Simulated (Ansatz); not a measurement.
System: CdTe, space group F-43m (No. 216).

Starting cell:
```xyz
2
Lattice="0.0000 3.2779 3.2779 3.2779 0.0000 3.2779 3.2779 3.2779 0.0000" Properties=species:S:1:pos:R:3 pbc="T T T"
Cd    0.0000    0.0000    0.0000
Te    1.6389    1.6389    1.6389
```

Calculation (Ansatz 0.2.0): third-order Birch-Murnaghan fit to density functional energies at scaled volumes of the given relaxed cell, shape and atoms relaxed at each volume; energies count from the fitted minimum; plane waves with PAW datasets, Γ-centred k mesh. Level: r2SCAN, no spin polarisation.

wave cutoff 500 eV; k mesh 8×8×8; occupations Gaussian; smearing width 0.02 eV.

Predict the energy above the minimum and pressure against volume. The volume takes the values 30.993, 32.050, 33.107, 34.163, 35.220, 36.276, 37.333, 38.742 Å³/atom.

A third-order Birch–Murnaghan fit gives V0 = 35.25 Å³/atom, B0 = 40.3 GPa and B′ = 4.6. The energy above the minimum is 82.3 meV/atom at volume 30.993 Å³/atom and 36.4 meV/atom at 38.742 Å³/atom; the lowest computed point is at volume 35.220 Å³/atom (0.0 meV/atom), and no other minimum shows. The pressure falls from 6.99 GPa at volume 30.993 Å³/atom to −3.06 GPa at 38.742 Å³/atom, and changes sign near 35.2 Å³/atom.

```
volume (Å³/atom)  energy above the minimum (meV/atom)  pressure (GPa)
          30.993                                 82.3            6.99
          32.050                                 43.7            4.78
          33.107                                 18.4            2.93
          34.163                                  4.5            1.36
          35.220                                  0.0            0.03
          36.276                                  3.6           -1.08
          37.333                                 13.9           -2.03
          38.742                                 36.4           -3.06
```

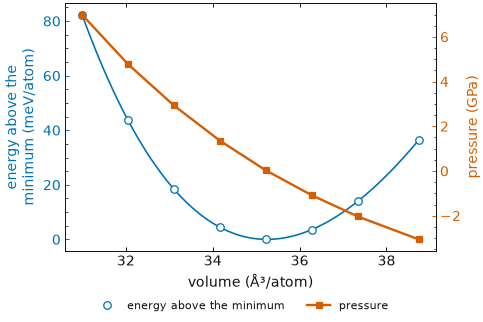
